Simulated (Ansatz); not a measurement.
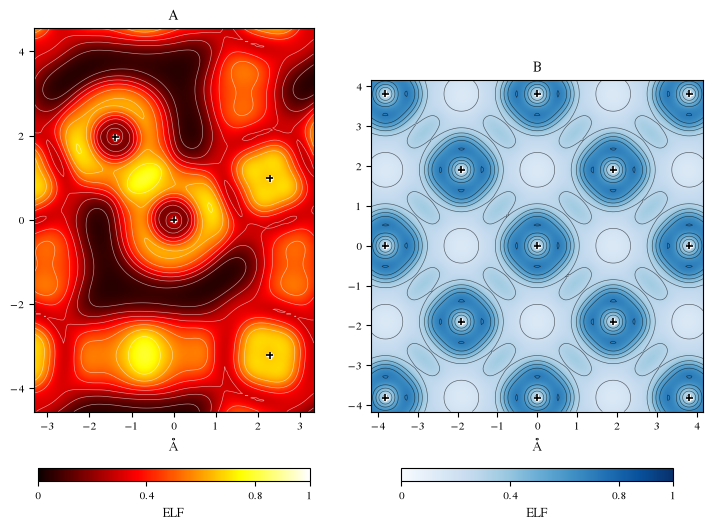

The ELF of 2 systems, each on a plane through atoms (crosses mark nuclei in the plane).

Theory: DFT LDA, scalar-relativistic, plane waves, PAW (Ansatz).

System 1: Ir, the (100) plane of the conventional cell. Space group Fm-3m; computed without spin polarisation.

```xyz
4
Lattice="3.8109 0.0000 0.0000 0.0000 3.8109 0.0000 0.0000 0.0000 3.8109" Properties=species:S:1:pos:R:3 pbc="T T T"
Ir    0.0000    0.0000    0.0000
Ir    1.9054    1.9054    0.0000
Ir    1.9054    0.0000    1.9054
Ir    0.0000    1.9054    1.9054
```

System 2: As2Pt, the (011) plane of the conventional cell. Space group Pa-3.

```cif
data_structure
_symmetry_space_group_name_H-M 'P 1'
_symmetry_Int_Tables_number 1
_cell_length_a 5.9436
_cell_length_b 5.9436
_cell_length_c 5.9436
_cell_angle_alpha 90.000
_cell_angle_beta 90.000
_cell_angle_gamma 90.000
_cell_volume 209.96
loop_
_atom_site_label
_atom_site_type_symbol
_atom_site_fract_x
_atom_site_fract_y
_atom_site_fract_z
_atom_site_occupancy
As1 As 0.38313 0.38313 0.38313 1
As2 As 0.11687 0.61687 0.88313 1
As3 As 0.88313 0.11687 0.61687 1
As4 As 0.61687 0.88313 0.11687 1
As5 As 0.61687 0.61687 0.61687 1
As6 As 0.88313 0.38313 0.11687 1
As7 As 0.11687 0.88313 0.38313 1
As8 As 0.38313 0.11687 0.88313 1
Pt1 Pt 0.00000 0.00000 0.00000 1
Pt2 Pt 0.50000 0.00000 0.50000 1
Pt3 Pt 0.50000 0.50000 0.00000 1
Pt4 Pt 0.00000 0.50000 0.50000 1
```

Question: Match each panel to its system.

Answer: Panel A is system 2, As2Pt: the plane holds As and Pt. As–As (2.41 Å): the ELF peaks at about 0.80 between the atoms; a covalent bond. Panel B is system 1, Ir: the plane holds Ir. Ir–Ir (2.69 Å): the ELF is about 0.35 at the midpoint.
